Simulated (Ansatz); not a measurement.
# Al₁₇P₁₆ (cell charge +1, with a compensating background) (cell with a defect): what the fields show

The calculation's input:

```
crystal:
  lattice:
    - [5.5073398859, 5.5073398859, -5.5073398859]
    - [-5.5073398859, -5.5073398859, -5.5073398859]
    - [-5.5073398859, 5.5073398859, 5.5073398859]
  atoms:
    - { symbol: Al, position: [0.2521128116, 0.0029109404, 0.754266208] }
    - { symbol: Al, position: [0.500705629, 0.7498874385, 0.7472695022] }
    - { symbol: Al, position: [0.7277076949, 0.481130812, 0.7254191576] }
    - { symbol: Al, position: [0.7531249174, 0.0026964467, 0.2527460549] }
    - { symbol: Al, position: [-0.0019871485, 1.020399303, -0.001793998] }
    - { symbol: Al, position: [0.2735510229, 0.7521601479, 0.0046981303] }
    - { symbol: Al, position: [0.5007352049, 0.4971276392, -6.91126e-05] }
    - { symbol: Al, position: [0.7468043092, 0.2515258711, 0.0003978974] }
    - { symbol: Al, position: [-0.000420498, 0.2511295064, 0.7475290505] }
    - { symbol: Al, position: [0.4983826393, -0.0040235179, 0.498819507] }
    - { symbol: Al, position: [0.7468726114, 0.750288935, 0.5015137967] }
    - { symbol: Al, position: [-0.0015561447, 0.7517758478, 0.2704273082] }
    - { symbol: Al, position: [0.2522839131, 0.5042315422, 0.2531172223] }
    - { symbol: Al, position: [0.4982623684, 0.2485921947, 0.2460459687] }
    - { symbol: Al, position: [-0.0005101754, 0.4974933884, 0.5010897429] }
    - { symbol: Al, position: [0.2459375982, 0.2491033476, 0.4992074346] }
    - { symbol: P, position: [0.2467868589, 0.9978236337, -0.0015951834] }
    - { symbol: P, position: [0.5148719574, 0.7496291519, -0.0002741032] }
    - { symbol: P, position: [0.7528611918, 0.4994282499, 0.0015434211] }
    - { symbol: P, position: [0.7496276256, 0.0001526979, 0.5001806237] }
    - { symbol: P, position: [-0.0044017602, 0.9937159438, 0.2464376641] }
    - { symbol: P, position: [0.2448606711, 0.7490450583, 0.2477500964] }
    - { symbol: P, position: [0.499534574, 0.5000315222, 0.2501519822] }
    - { symbol: P, position: [0.7495249713, 0.250061415, 0.2501904156] }
    - { symbol: P, position: [-0.0004566727, 0.2659872751, 0.0005713141] }
    - { symbol: P, position: [0.499489939, 1.000090066, 0.7502135861] }
    - { symbol: P, position: [0.7504195298, 0.7517603978, 0.751338869] }
    - { symbol: P, position: [-0.0004924513, 0.7504980353, 0.5157816572] }
    - { symbol: P, position: [0.2494834348, 0.5000383064, 0.5001685527] }
    - { symbol: P, position: [0.484179813, 0.2342915307, 0.4844269316] }
    - { symbol: P, position: [0.0023878877, 0.5050769349, 0.7557358207] }
    - { symbol: P, position: [0.2494856385, 0.2500400121, 0.7501305661] }
    - { symbol: Al, position: [-0.000188749, 0.7500974558, 0.0029550783] }
  host:
    lattice:
      - [0.0, 2.7536699429, 2.7536699429]
      - [2.7536699429, 0.0, 2.7536699429]
      - [2.7536699429, 2.7536699429, 0.0]
    atoms:
      - { symbol: Al, position: [0.0, 0.0, 0.0] }
      - { symbol: P, position: [0.75, 0.75, 0.75] }
total_charge: 1
basis:
  ecutwfc: 420
  xc_grid: 2
kpoints:
  mp_grid: { grid: [2, 2, 2], shift: [0.5, 0.5, 0.5] }
hamiltonian:
  xc: pbe
scf:
  occupations: { method: gaussian, width: 0.01 }
output:
  forces: true
  stress: false
  eigenvalues: true
  charged_corrections:
    defect_position: [0.0, 0.75, 0.0]
    epsilon: [[10.3826, 0.0, 0.0], [0.0, 10.3826, 0.0], [0.0, 0.0, 10.3826]]
  write_density: true
  write_potential: true
  elf: true
  volumetric_format: npy
relax:
  adjacent_minimum: "off"
  f_tol: 0.025
  max_steps: 45
```

Run with:

```sh
ansatz run input.yaml --threads 4 --pin off --max-ram 10240MiB --backend cpu --events-out ev --progress --plain --runs-dir out
```

The fields are those of the run's last geometry, not of the input's.

These are results of DFT PBE, scalar-relativistic, plane waves, PAW (Ansatz), not measurements.

Core electrons are frozen (PAW), and the valence fields are smoothed inside the atomic spheres.

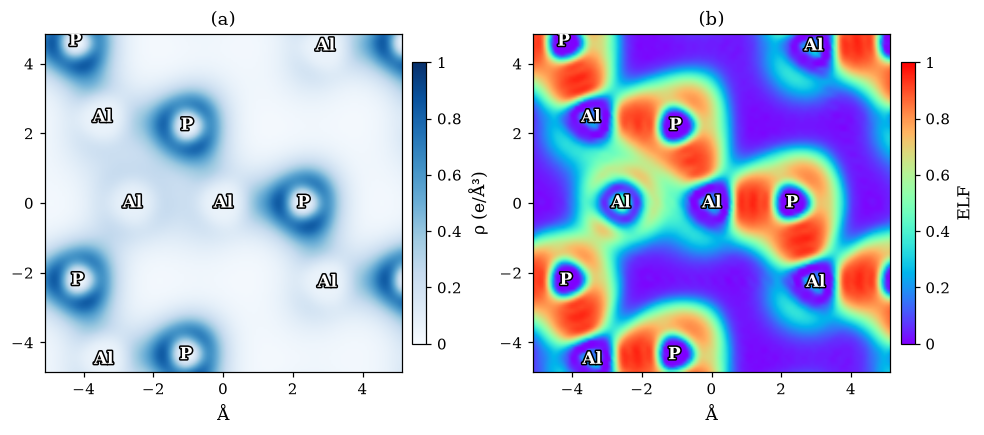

Figure 1. (a) valence pseudo-density; (b) electron localisation function on the (100) plane of the calculation cell.

Question: Interpret the plot.

Answer:
- The section cuts through Al and P sites.
- Al–P (2.31 Å): ρ is about 0.56 e/Å³ halfway; the ELF peaks at about 0.95 between the atoms (a covalent bond).
- Al–P (2.37 Å): ρ at the midpoint is about 0.51 e/Å³; the ELF peaks at about 0.95 between the atoms: a shared electron pair.
- Al–P (2.45 Å): ρ is about 0.45 e/Å³ halfway; the ELF peaks at about 0.95 between the atoms.
- Between the atoms the lowest density in this plane is 0.02 e/Å³.

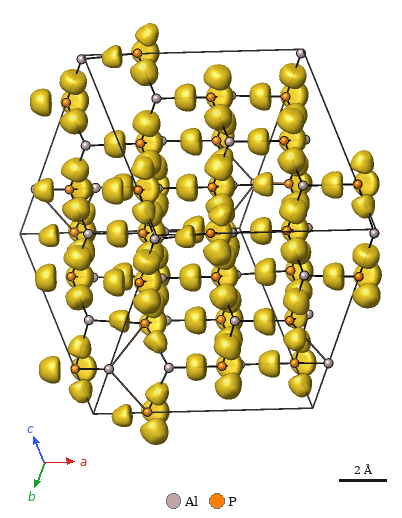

Figure 2. Isosurface of the electron localisation function at 0.85 (yellow), seen at an oblique angle. Only the valence region is drawn (cores and ρ < 0.01 e/Å³ removed). Sticks mark near contacts.

Question: What do the ELF domains correspond to?

Answer: The ELF exceeds this value in 64 regions between bonded Al–P atoms (shared pairs), counted in one cell of 33 atoms. Regions shared between cells count once.

Question: Does the calculation make it a metal, or give it a gap?

Answer: It is gapped, with a Kohn–Sham gap of 1.1 eV on the k-point mesh (the band edges may lie off the mesh, which would make the gap smaller).
